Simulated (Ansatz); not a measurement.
## Run report: TiAl, geometry relaxation

- system: TiAl (2 atoms in the cell)
- method: DFT PBE, scalar-relativistic, plane waves, PAW, no spin polarisation (Ansatz 0.2.0)

The structure derives from a Materials Project entry. Figures and captions count atoms from 1; the log counts them from 0 in places.

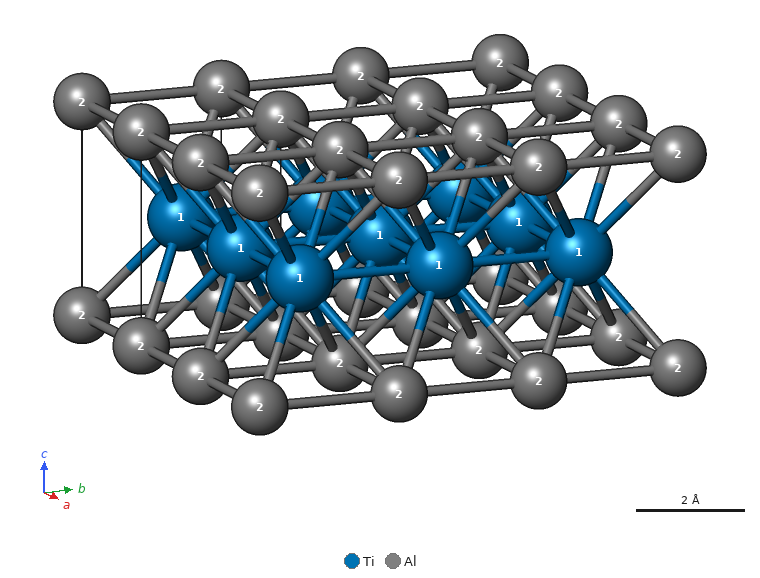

*The structure as given in the input (ball-and-stick view of the cell of the calculation, repeated 3 × 3 × 1, seen slightly off an axis; atoms are numbered from 1 in the order of the input).*

Near neighbours in the crystal (not all of them lie inside the picture): Ti has 8 Al at 2.84 Å and 4 Ti at 2.81 Å; Al has 4 Al at 2.81 Å and 8 Ti at 2.84 Å.

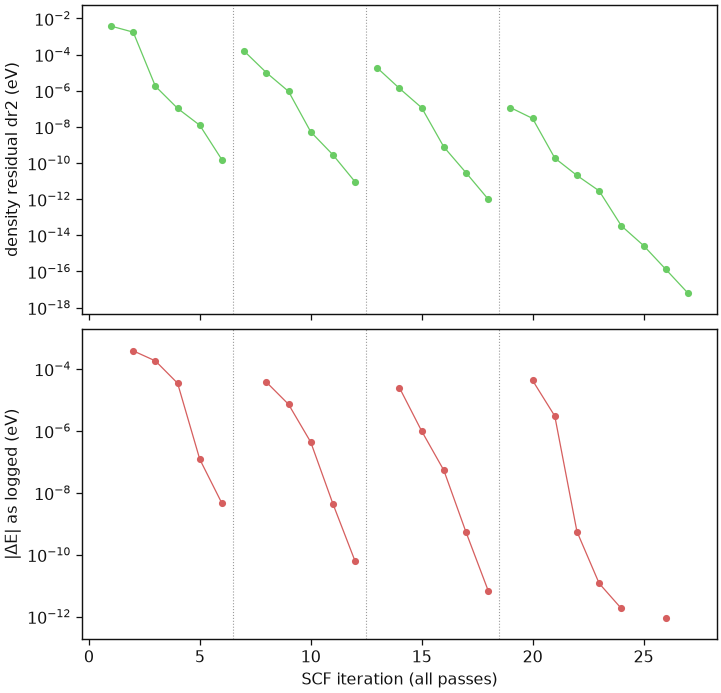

*Convergence of the self-consistent field: density residual dr2 and size of the energy change against the SCF iteration. The dotted lines part the SCF passes of the relaxation: geometry steps, rejected trials and re-solves on a re-selected basis.*

The passes take 6, 6, 6 and 9 iterations.

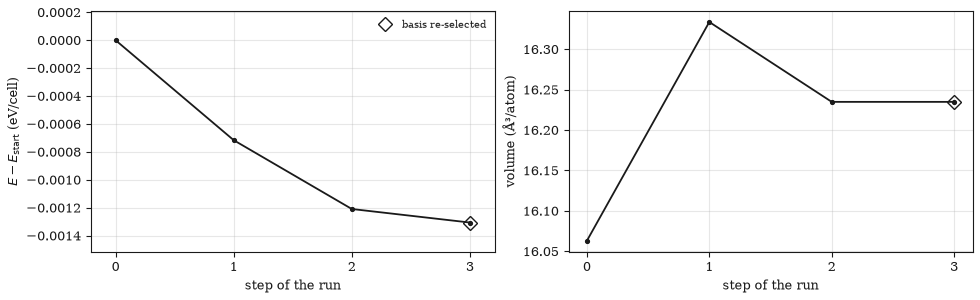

*Progress of the relaxation, step by step (the first geometry is step 0 here and step 1 in the log).*

The atoms keep their places relative to the cell (all moves are under 0.005 Å). The volume changes by +1.1 %, with a = b 2.811 → 2.822 Å (+0.4 %), c 4.066 → 4.078 Å (+0.3 %). Distances before and after: Ti1–Ti1 2.811 → 2.822 Å, Al2–Al2 2.811 → 2.822 Å, Ti1–Al2 2.843 → 2.853 Å. The space group stays P4/mmm (No. 123). Over 2 geometry steps the energy falls by 1.2 meV per cell of the calculation. All forces vanish by symmetry, so only the cell relaxes. The pressure goes from 1.23 to −0.01 GPa. A last SCF at the same geometry on a re-selected plane-wave basis shifts the energy by −0.1 meV per cell of the calculation. (Atoms are counted from 1 in the order of the input.)

The input and output of the run follow.

**Input**
```yaml
crystal:
  lattice:
    - [2.81075181, 0.0, 0.0]
    - [0.0, 2.81075181, 0.0]
    - [0.0, 0.0, 4.06642192]
  atoms:
    - { symbol: Ti, position: [0.5, 0.5, 0.5] }
    - { symbol: Al, position: [0.0, 0.0, 0.0] }
basis:
  ecutwfc: 420
kpoints:
  mp_grid: { grid: [14, 14, 10] }
hamiltonian:
  xc: pbe
scf:
  occupations: { method: gaussian, width: 0.1 }
output:
  forces: true
  stress: true
  eigenvalues: true
relax:
  adjacent_minimum: "off"
  f_tol: 0.005
  max_steps: 80
  cell: { stress_tol: 0.05 }
```

Run as:
```bash
ansatz run input.yaml --threads 4 --pin off --max-ram 10240MiB --backend cpu --events-out ev --progress --plain --runs-dir out
```

**Log**
```
Engine: ansatz 0.2.0, x86_64-unknown-linux-gnu
Pseudopotentials: kind: paw
Pseudopotential: Ti, paw, valence charge 12, recommended cutoff 420 eV (normal), Ti.paw.azcp
Pseudopotential: Al, paw, valence charge 3, recommended cutoff 420 eV (normal), Al.paw.azcp
Functional definition: PBE
  parameter kappa = 0.804
  parameter beta = 0.06672455060314922
  exchange = pbe_x(kappa = kappa, mu = beta*pi^2/3)
  correlation = pbe_c(beta = beta)
Crystal: 2 atoms, lattice volume = 32.126 Å³
Basis set: ecut = 420 eV, 649 PW (Γ), exchange–correlation on 40×40×60 points (8 copies of the dense FFT grid, shifted against one another)
Bands: 12, of which v1, the nominal top of the filled ones, is band 8 counted from 1 (7 counted from 0)
Symmetry: 16 space group operations
Space group: P4/mmm (ITA 123), of the structure as read, at distance tolerance 3.2e-5 Å
k-points: 216 of 1960
Non-local potential: Ti, projectors of the file, l = 0: 3, l = 1: 2, l = 2: 3, l = 3: 1
Non-local potential: Al, projectors of the file, l = 0: 2, l = 1: 2, l = 2: 1
PAW form: soft (Blöchl's): semilocal exchange-correlation on the pseudo side does not see the compensation charge
PAW one-centre angular grid: Ti, 590 points (default); XC on 64 Gauss nodes
PAW one-centre angular grid: Al, 110 points (default); XC on 64 Gauss nodes
Initial density: superposition of atomic densities (neutral atoms: chi_scale 0, normalization atom), corrected by the library's trained network
Initial wavefunctions: pseudopotential atomic-orbital guess
Functional: x = pbe(κ = 0.804, μ = 0.2195149727645171), c = pbe(β = 0.06672455060314922)
SCF iter   1: F=—  HF=-3037.983296 eV  |F-HF|=—  |Δ(HF+E_count)|=         —  Δρ=3.77e-3  dr2=3.78e-3  ethr=1.77e-3  ⟨swp⟩=4.9  Hψ=13062  notcnv=0
preconditioner: auto → none  [metal: Δε(μ)=0.042 eV  Ē_g=5.324 eV  σ=0.100 eV  W_gap=0.23  n_scr=6 (ndim 8)  ℏωp=17.3 eV  f_vac=0.000  D(μ)=1.69/eV (n_scr^D=14)  sad-step TF]
SCF iter   2: F=—  HF=-3037.982910 eV  |F-HF|=—  |Δ(HF+E_count)|=   3.87e-4  Δρ=2.21e-3  dr2=1.75e-3  ethr=2.52e-5  ⟨swp⟩=1.0  Hψ=4320  notcnv=0
SCF iter   3: F=—  HF=-3037.982726 eV  |F-HF|=—  |Δ(HF+E_count)|=   1.83e-4  Δρ=1.35e-4  dr2=1.77e-6  ethr=1.16e-5  ⟨swp⟩=1.8  Hψ=2956  notcnv=0
SCF iter   4: F=—  HF=-3037.982761 eV  |F-HF|=—  |Δ(HF+E_count)|=   3.47e-5  Δρ=3.36e-5  dr2=1.06e-7  ethr=1.18e-8  ⟨swp⟩=2.0  Hψ=3843  notcnv=0
iter 5 did not close the SCF: its close was put off for the readings that it lacked (scf_convergence_deferred on its scf_iter line)
SCF iter   5: F=-3037.982761 eV  HF=-3037.982761 eV  |F-HF|=9.40e-9  |Δ(HF+E_count)|=   1.21e-7  Δρ=5.66e-6  dr2=1.23e-8  ethr=7.09e-10  ⟨swp⟩=3.0  Hψ=4264  notcnv=0
SCF iter   6: F=-3037.982761 eV  HF=-3037.982761 eV  |F-HF|=7.91e-11  |Δ(HF+E_count)|=   4.53e-9  Δρ=8.21e-7  dr2=1.50e-10  ethr=8.22e-11  ⟨swp⟩=2.3  Hψ=8282  notcnv=0
the search or the solves at the SCF's close seem to have found levels that the self-consistency loop had missed (the run counts 1). By its estimate they hold under 1e-12 electrons; where the run keeps them, the occupations were computed again with them
SCF 1 converged in 6 iterations: F = -3037.982761 eV  dr2 = 1.50e-10
  greatest PAW one-centre occupation: 0.999 electrons in one spin orbital (limit 2), on the Ti atom at site 0 (counted from 0), in its partial waves of l = 0
relax step   1: F+E_penalty+E_count = -3037.98276083 eV  Δ(F+E_penalty+E_count) = +0.000e0 eV  max|allowed force component| = 1.019e-28 eV/Å  Δτ_max = 0.0000 Å  P = +1.229 GPa  Ω = 32.126 Å³  (6 SCF iters, dr2 threshold 1.00e-7 eV, accepted)
Crystal: 2 atoms, lattice volume = 32.668 Å³
Basis set: ecut = 420 eV, 673 PW (Γ), exchange–correlation on 40×40×60 points (8 copies of the dense FFT grid, shifted against one another)
Initial density: handed on by an earlier stage of this run
Initial wavefunctions: those handed on with the density
iter 1 solved again at ethr=9.95e-7 eV; its pass at ethr=3.10e-3 eV (dr2=1.49e-4 eV) is discarded
SCF iter   1: F=—  HF=-3037.983522 eV  |F-HF|=—  |Δ(HF+E_count)|=         —  Δρ=5.66e-4  dr2=1.56e-4  ethr=9.95e-7  ⟨swp⟩=2.0  Hψ=16514  notcnv=0
preconditioner: auto → none  [metal: Δε(μ)=0.032 eV  Ē_g=5.259 eV  σ=0.100 eV  W_gap=0.18  n_scr=6 (ndim 8)  ℏωp=17.2 eV  f_vac=0.000  D(μ)=1.72/eV (n_scr^D=16)]
SCF iter   2: F=—  HF=-3037.983484 eV  |F-HF|=—  |Δ(HF+E_count)|=   3.78e-5  Δρ=2.23e-4  dr2=1.01e-5  ethr=9.95e-7  ⟨swp⟩=2.0  Hψ=3345  notcnv=0
SCF iter   3: F=—  HF=-3037.983477 eV  |F-HF|=—  |Δ(HF+E_count)|=   7.23e-6  Δρ=6.64e-5  dr2=9.24e-7  ethr=6.71e-8  ⟨swp⟩=2.3  Hψ=3114  notcnv=0
iter 4 did not close the SCF: its close was put off for the readings that it lacked (scf_convergence_deferred on its scf_iter line)
SCF iter   4: F=-3037.983477 eV  HF=-3037.983477 eV  |F-HF|=3.60e-9  |Δ(HF+E_count)|=   4.35e-7  Δρ=5.99e-6  dr2=5.33e-9  ethr=6.16e-9  ⟨swp⟩=2.0  Hψ=3304  notcnv=0
iter 5 did not close the SCF: its close was put off for the readings that it lacked (scf_convergence_deferred on its scf_iter line)
SCF iter   5: F=-3037.983477 eV  HF=-3037.983477 eV  |F-HF|=2.32e-11  |Δ(HF+E_count)|=   4.41e-9  Δρ=1.34e-6  dr2=2.85e-10  ethr=3.55e-11  ⟨swp⟩=2.8  Hψ=4299  notcnv=0
SCF iter   6: F=-3037.983477 eV  HF=-3037.983477 eV  |F-HF|=6.82e-12  |Δ(HF+E_count)|=  6.14e-11  Δρ=1.72e-7  dr2=9.08e-12  ethr=1.90e-12  ⟨swp⟩=1.0  Hψ=7100  notcnv=0
SCF 2 converged in 6 iterations: F = -3037.983477 eV  dr2 = 9.08e-12
relax step   2: F+E_penalty+E_count = -3037.98347660 eV  Δ(F+E_penalty+E_count) = -7.158e-4 eV  max|allowed force component| = 1.262e-29 eV/Å  Δτ_max = 0.0000 Å  P = -0.695 GPa  Ω = 32.668 Å³  energy of the carried Pulay correction = -1.491e-4 eV  (6 SCF iters, dr2 threshold 2.00e-7 eV, accepted)
Crystal: 2 atoms, lattice volume = 32.470 Å³
iter 1 solved again at ethr=1.08e-7 eV; its pass at ethr=3.10e-3 eV (dr2=1.62e-5 eV) is discarded
SCF iter   1: F=—  HF=-3037.983946 eV  |F-HF|=—  |Δ(HF+E_count)|=         —  Δρ=1.99e-4  dr2=1.83e-5  ethr=1.08e-7  ⟨swp⟩=2.0  Hψ=16505  notcnv=0
preconditioner: auto → none  [metal: Δε(μ)=0.034 eV  Ē_g=5.288 eV  σ=0.100 eV  W_gap=0.19  n_scr=6 (ndim 8)  ℏωp=17.2 eV  f_vac=0.000  D(μ)=1.70/eV (n_scr^D=16)]
SCF iter   2: F=—  HF=-3037.983971 eV  |F-HF|=—  |Δ(HF+E_count)|=   2.48e-5  Δρ=8.21e-5  dr2=1.35e-6  ethr=1.08e-7  ⟨swp⟩=2.0  Hψ=3342  notcnv=0
iter 3 did not close the SCF: its close was put off for the readings that it lacked (scf_convergence_deferred on its scf_iter line)
SCF iter   3: F=-3037.983970 eV  HF=-3037.983970 eV  |F-HF|=6.76e-8  |Δ(HF+E_count)|=   9.90e-7  Δρ=2.26e-5  dr2=1.15e-7  ethr=9.00e-9  ⟨swp⟩=2.3  Hψ=3142  notcnv=0
iter 4 did not close the SCF: its close was put off for the readings that it lacked (scf_convergence_deferred on its scf_iter line)
SCF iter   4: F=-3037.983970 eV  HF=-3037.983970 eV  |F-HF|=4.35e-10  |Δ(HF+E_count)|=   5.31e-8  Δρ=2.19e-6  dr2=7.74e-10  ethr=7.66e-10  ⟨swp⟩=2.0  Hψ=3314  notcnv=0
iter 5 did not close the SCF: its close was put off for the readings that it lacked (scf_convergence_deferred on its scf_iter line)
SCF iter   5: F=-3037.983970 eV  HF=-3037.983970 eV  |F-HF|=5.00e-12  |Δ(HF+E_count)|=  5.32e-10  Δρ=4.38e-7  dr2=2.90e-11  ethr=5.16e-12  ⟨swp⟩=2.7  Hψ=3918  notcnv=0
SCF iter   6: F=-3037.983970 eV  HF=-3037.983970 eV  |F-HF|=4.55e-13  |Δ(HF+E_count)|=  6.82e-12  Δρ=5.51e-8  dr2=9.97e-13  ethr=1.00e-12  ⟨swp⟩=1.0  Hψ=6048  notcnv=0
SCF 3 converged in 6 iterations: F = -3037.983970 eV  dr2 = 9.97e-13
relax step   3: F+E_penalty+E_count = -3037.98397006 eV  Δ(F+E_penalty+E_count) = -4.935e-4 eV  max|allowed force component| = 4.696e-30 eV/Å  Δτ_max = 0.0000 Å  P = -0.011 GPa  Ω = 32.470 Å³  energy of the carried Pulay correction = -9.495e-5 eV  (6 SCF iters, dr2 threshold 2.00e-7 eV, accepted)
Initial wavefunctions: pseudopotential atomic-orbital guess (no wavefunctions were taken with the density)
iter 1 solved again at ethr=4.10e-9 eV; its pass at ethr=3.10e-3 eV (dr2=6.15e-7 eV) is discarded
SCF iter   1: F=—  HF=-3037.984021 eV  |F-HF|=—  |Δ(HF+E_count)|=         —  Δρ=1.30e-4  dr2=1.17e-7  ethr=4.10e-9  ⟨swp⟩=3.0  Hψ=20613  notcnv=0
preconditioner: auto → none  [metal: Δε(μ)=0.033 eV  Ē_g=5.288 eV  σ=0.100 eV  W_gap=0.18  n_scr=6 (ndim 8)  ℏωp=17.2 eV  f_vac=0.000  D(μ)=1.70/eV (n_scr^D=16)]
SCF iter   2: F=—  HF=-3037.984064 eV  |F-HF|=—  |Δ(HF+E_count)|=   4.27e-5  Δρ=6.52e-5  dr2=2.93e-8  ethr=7.79e-10  ⟨swp⟩=2.0  Hψ=3291  notcnv=0
SCF iter   3: F=—  HF=-3037.984067 eV  |F-HF|=—  |Δ(HF+E_count)|=   3.02e-6  Δρ=1.26e-6  dr2=1.88e-10  ethr=1.95e-10  ⟨swp⟩=1.0  Hψ=2592  notcnv=0
SCF iter   4: F=—  HF=-3037.984067 eV  |F-HF|=—  |Δ(HF+E_count)|=  5.56e-10  Δρ=3.44e-7  dr2=2.05e-11  ethr=1.25e-12  ⟨swp⟩=2.0  Hψ=3303  notcnv=0
iter 5 did not close the SCF: its close was put off for the readings that it lacked (scf_convergence_deferred on its scf_iter line)
SCF iter   5: F=-3037.984067 eV  HF=-3037.984067 eV  |F-HF|=9.09e-13  |Δ(HF+E_count)|=  1.18e-11  Δρ=1.38e-7  dr2=2.87e-12  ethr=1.00e-12  ⟨swp⟩=1.0  Hψ=2592  notcnv=0
iter 6 did not close the SCF: its close was put off for the readings that it lacked (scf_convergence_deferred on its scf_iter line)
SCF iter   6: F=-3037.984067 eV  HF=-3037.984067 eV  |F-HF|=9.09e-13  |Δ(HF+E_count)|=  1.82e-12  Δρ=1.75e-8  dr2=3.35e-14  ethr=1.00e-12  ⟨swp⟩=1.0  Hψ=2592  notcnv=0
iter 7 did not close the SCF: its close was put off for the readings that it lacked (scf_convergence_deferred on its scf_iter line)
SCF iter   7: F=-3037.984067 eV  HF=-3037.984067 eV  |F-HF|=1.36e-12  |Δ(HF+E_count)|=    0.00e0  Δρ=3.25e-9  dr2=2.71e-15  ethr=1.00e-12  ⟨swp⟩=1.0  Hψ=2592  notcnv=0
iter 8 did not close the SCF: its close was put off for the readings that it lacked (scf_convergence_deferred on its scf_iter line)
SCF iter   8: F=-3037.984067 eV  HF=-3037.984067 eV  |F-HF|=4.55e-13  |Δ(HF+E_count)|=  9.09e-13  Δρ=7.00e-10  dr2=1.32e-16  ethr=1.00e-12  ⟨swp⟩=1.0  Hψ=2592  notcnv=0
SCF iter   9: F=-3037.984067 eV  HF=-3037.984067 eV  |F-HF|=0.00e0  |Δ(HF+E_count)|=    0.00e0  Δρ=1.60e-10  dr2=6.33e-18  ethr=1.00e-12  ⟨swp⟩=1.0  Hψ=6052  notcnv=0
SCF 4 converged in 9 iterations: F = -3037.984067 eV  dr2 = 6.33e-18
relax step   4: F+E_penalty+E_count = -3037.98406693 eV  Δ(F+E_penalty+E_count) = -9.688e-5 eV  max|allowed force component| = 1.578e-30 eV/Å  Δτ_max = 0.0000 Å  P = -0.007 GPa  Ω = 32.470 Å³  stress off target by 2.36e-2 GPa  SCF on the basis re-selected at this cell (its energy is not comparable with the rows above)  (9 SCF iters)
basis re-selected at this cell: Δ(F+E_penalty+E_count) = -9.688e-5 eV, ΔP = +0.004 GPa vs the last step (what re-selecting the basis moved, of the pressure what is left beyond the Pulay correction that the steps carried, after the strain that the cell walked since its last selection, with what the two solves' SCF thresholds leave and, on support functions, any second-order correction that the steps lacked; it is no measure of the basis error at this ecutwfc). This SCF's stress stands 2.36e-2 GPa from its target on what of the cell is left free (relax.cell.stress_tol is 5.00e-2 GPa) and its largest allowed force component is 1.58e-30 eV/Å (relax.f_tol is 5.00e-3 eV/Å): within both
SCF converged after 9 iterations
Free energy (F): -3037.984067 eV
Harris-Foulkes:  -3037.984067 eV  (|F-HF|=0.00e0)
Internal energy: -3037.975547 eV  (E = F + TS)
E sigma→0 (E₀):  -3037.979807 eV
Entropy (-TS):   -0.008520 eV (-4.260 meV/atom)
Fermi energy:    10.979740 eV
--- Per-component energies (eV) ---
  E_band       = -164.863129
  E_kinetic    = 296.433838
  E_local      = -1078.145438  (includes V_loc(G=0)·N_el)
  E_nonlocal   = 19.101969
  E_hartree    = 462.306186
  E_xc         = -137.737165
  E_vxc        = -151.610686  (∫ρ·V_xc dr)
  E_paw        = -1515.538371  (= ΣΔE_a)
  E_vpaw       = -175.255310  (= ΣTr[D̂ρ^β])
  E_aug_tail   = 0.000125  (compensation charges beyond the density's cutoff)
  E_ewald      = -1084.396692
  E_smearing   = -0.008520  (= −TS)
  E_closure    = -0.000000  (closes the sum)
  Σ components = -3037.984067   (vs F -3037.984067, Δ=0.00e0)
--- Forces (eV/Å), atoms counted from 1 ---
  atom   1  Ti     0.00000000    -0.00000000     0.00000000
  atom   2  Al     0.00000000     0.00000000     0.00000000
  max |Σ_I F_I| component: 3.16e-30 eV/Å
--- Stress (GPa, compression-positive) ---
        0.001149       0.000000       0.000000
        0.000000       0.001149       0.000000
        0.000000       0.000000      -0.023623
  P = ⅓ Tr σ = -0.0071 GPa (-0.071 kbar)
--- Band table (eV; the first three rows and the last of 216) ---
  k-point 0: bands = ["-45.6291", "-22.0315", "-21.5912", "-21.5912", "1.9359", "9.1002", "10.1263", "10.5755", "13.1350", "13.1350", "14.2814", "17.0984"]
  k-point 1: bands = ["-45.6290", "-22.0331", "-21.5912", "-21.5912", "2.0269", "8.6764", "10.1415", "10.7927", "13.0983", "13.0983", "14.2826", "17.4006"]
  k-point 2: bands = ["-45.6289", "-22.0372", "-21.5910", "-21.5910", "2.2914", "7.8148", "10.1818", "11.1208", "13.0062", "13.0062", "14.2859", "18.1869"]
  k-point 215: bands = ["-45.5135", "-22.0004", "-22.0004", "-21.9299", "8.4651", "8.7209", "8.7209", "12.7337", "13.0949", "13.6679", "15.1392", "15.1392"]
--- Relaxed structure (3 steps of the walk, 3 accepted, 1 SCFs on fresh bases) ---
  F+E_penalty+E_count = -3037.98406693 eV   max|allowed force component| = 1.578e-30 eV/Å   (the final SCF, on the basis selected at the relaxed cell)
  cell:  # Å, volume = 32.4698 Å³
    - [2.82164073886986, -4.257132636401773e-34, 0.0]
    - [-4.257132636401773e-34, 2.82164073886986, 0.0]
    - [0.0, 0.0, 4.078274213217037]
  atoms:
    - { symbol: Ti, position: [0.5, 0.5, 0.5] }
    - { symbol: Al, position: [-2.4838536165182546e-34, -3.4260049883010406e-35, 0.0] }
```

**Trajectory as extended XYZ (Å, eV, eV/Å), 4 frames, from step=1 to step=4**
```
2
Lattice="2.8108 0.0000 0.0000 0.0000 2.8108 0.0000 0.0000 0.0000 4.0664" Properties=species:S:1:pos:R:3:forces:R:3 step=1 energy=-3037.98276 pressure_GPa=1.23
Ti    1.4054    1.4054    2.0332    0.0000   0.0000   0.0000
Al    0.0000    0.0000    0.0000    0.0000   0.0000   0.0000
2
Lattice="2.8271 0.0000 0.0000 0.0000 2.8271 0.0000 0.0000 0.0000 4.0872" Properties=species:S:1:pos:R:3:forces:R:3 step=2 energy=-3037.98348 pressure_GPa=-0.70
Ti    1.4136    1.4136    2.0436    0.0000   0.0000   0.0000
Al    0.0000    0.0000    0.0000    0.0000   0.0000   0.0000
2
Lattice="2.8216 0.0000 0.0000 0.0000 2.8216 0.0000 0.0000 0.0000 4.0783" Properties=species:S:1:pos:R:3:forces:R:3 step=3 energy=-3037.98397 pressure_GPa=-0.01
Ti    1.4108    1.4108    2.0391    0.0000   0.0000   0.0000
Al    0.0000    0.0000    0.0000    0.0000   0.0000   0.0000
2
Lattice="2.8216 0.0000 0.0000 0.0000 2.8216 0.0000 0.0000 0.0000 4.0783" Properties=species:S:1:pos:R:3:forces:R:3 step=4 energy=-3037.98407 pressure_GPa=-0.01
Ti    1.4108    1.4108    2.0391    0.0000   0.0000   0.0000
Al    0.0000    0.0000    0.0000    0.0000   0.0000   0.0000
```

**Key numbers**

```tsv
quantity	value
outcome	converged
space group (tolerance 0.01 Å)	P4/mmm (123)
electrons treated	15
free energy	−3037.9841 eV
Fermi energy	10.980 eV
gap on the k-point mesh	none (metallic)
pressure	−0.01 GPa
final volume	32.47 Å³
largest force (length of the vector) at the end	under 0.001 eV/Å
final cell	a = 2.822 Å, b = 2.822 Å, c = 4.078 Å, α = 90.00°, β = 90.00°, γ = 90.00°
hardware	4 threads of Oxide Virtual Turin-like (Zen 5), 32 GiB of memory available, shared host
wall time	5.6 s (CPU time 18 s)
peak memory	0.43 GiB
```
